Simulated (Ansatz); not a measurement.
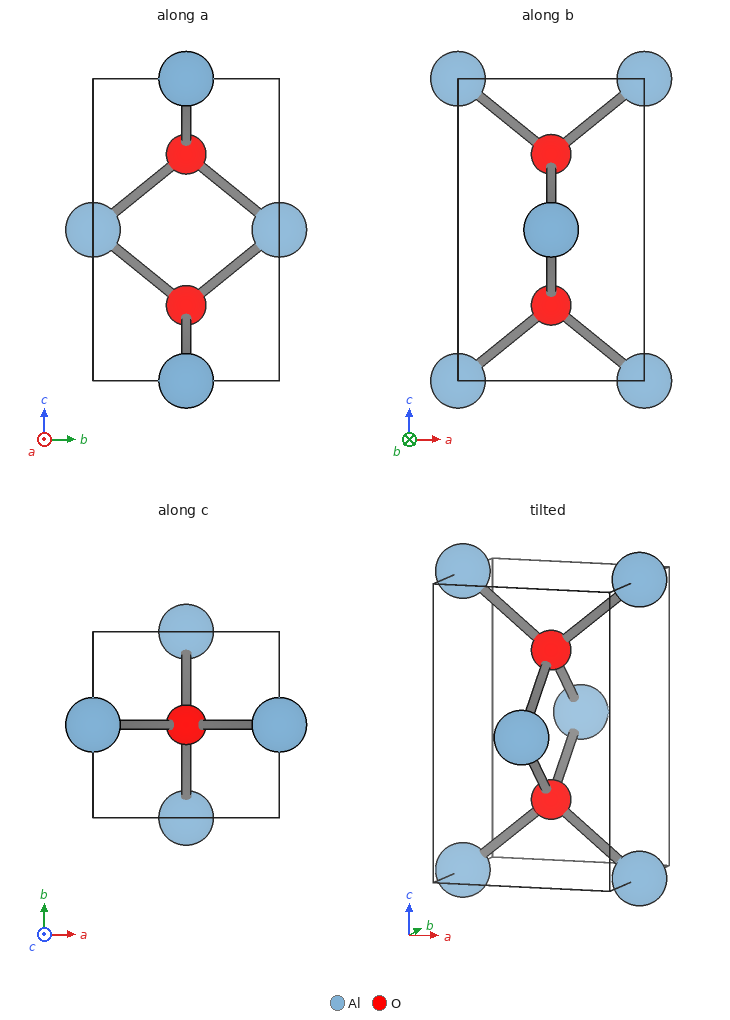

Crystal structure, ball-and-stick style, seen along the a axis, along the b axis, along the c axis and slightly off an axis. The outline marks the conventional unit cell.

Lattice parameters: a = 3.0235 Å, b = 3.0235 Å, c = 4.9017 Å, α = 90.000°, β = 90.000°, γ = 90.000°.

**From the views, write a CIF with its space group and independent sites.**

```cif
data_structure
_symmetry_space_group_name_H-M 'P 42/m m c'
_symmetry_Int_Tables_number 131
_cell_length_a 3.0235
_cell_length_b 3.0235
_cell_length_c 4.9017
_cell_angle_alpha 90.000
_cell_angle_beta 90.000
_cell_angle_gamma 90.000
_cell_volume 44.81
loop_
_atom_site_label
_atom_site_type_symbol
_atom_site_symmetry_multiplicity
_atom_site_Wyckoff_symbol
_atom_site_fract_x
_atom_site_fract_y
_atom_site_fract_z
_atom_site_occupancy
Al1 Al 2 c 0.0000 0.5000 0.0000 1
O1 O 2 f 0.5000 0.5000 0.2500 1
```

Provenance: a structure type filled with these elements by a generator (whether the compound takes this form wasn't checked). Atoms and cell were optimised with DFT PBE, scalar-relativistic, plane waves, PAW (Ansatz).
